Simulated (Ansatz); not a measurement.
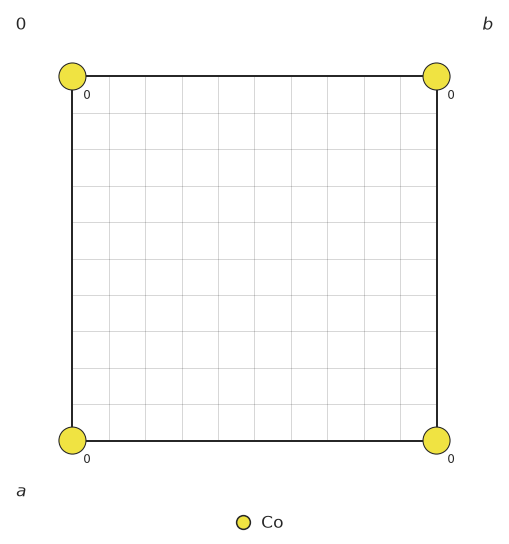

Plan of a unit cell projected along c (a down the page, b across); the numbers are heights as fractions of c, and atoms on the cell's edges are repeated. The grid marks tenths of a and b. Source: the geometry relaxed with DFT, RPBE, plane waves (420 eV) with PAW, scalar-relativistic in Ansatz; the starting structure was generated, so it need not be a known form of this composition. Symmetry computed with spglib at a tolerance of 0.002 Å; standard conventional cell.

a = 2.306 Å, b = 2.306 Å, c = 2.306 Å, α = 90.00°, β = 90.00°, γ = 90.00°.

What does the cell contain?

Answer. 1 Co: Co, Z = 1.

Which space group?

Answer. Pm-3m (No. 221), primitive cubic.

Give the independent sites, coordinates to two places.

Answer.
```csv
atom,site,symmetry,x,y,z
Co,1a,m-3m,0.00,0.00,0.00
```
